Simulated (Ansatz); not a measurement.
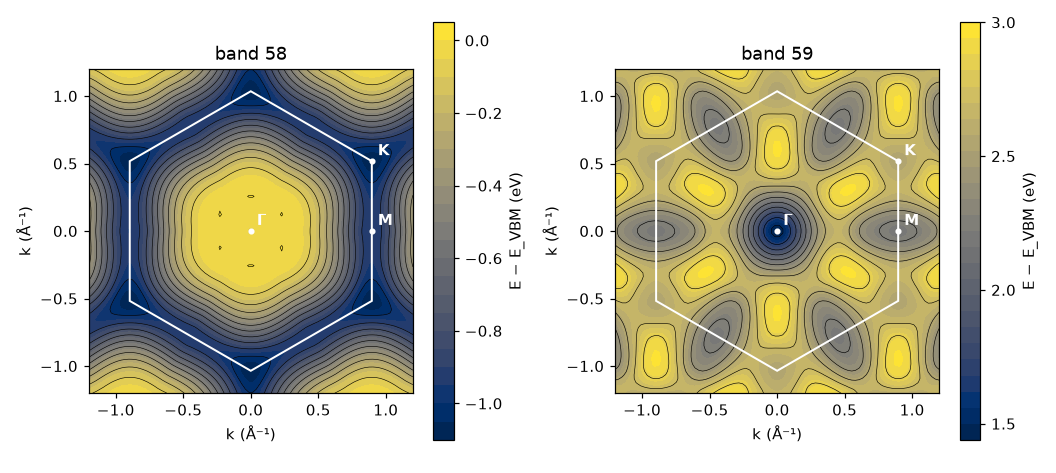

Two bands of one free-standing InSe layer cut from the bulk crystal (space group of the slab cell P-6m2) over the plane of the sheet: the highest mostly filled and the lowest mostly empty one.

Level of theory: DFT PBE, spin-orbit coupling, plane waves, PAW; levels and slopes on a dense k mesh at the converged density (Ansatz 0.2.0). Non-magnetic. Mesh 30×30×1, interpolated with the band slopes. Unrelaxed database geometry. The cell comes from a database of computed structures, not from a measurement.

Give both levels and their distance at the named points.

```
point  lower band (eV)  upper band (eV)  distance (eV)
    Γ            −0.05             1.45           1.51
    K            −1.09             2.55           3.64
    M            −0.95             2.21           3.16
```

Where are the band edges of the whole zone?

The valence band has six equivalent maxima on the K–Γ line, principal masses 2.35 and 7.64 mₑ; the conduction band has one minimum at Γ, mass 0.17 mₑ in all directions. The gap is indirect, 1.45 eV at this level of theory, which underestimates gaps and can reorder valleys that lie close.
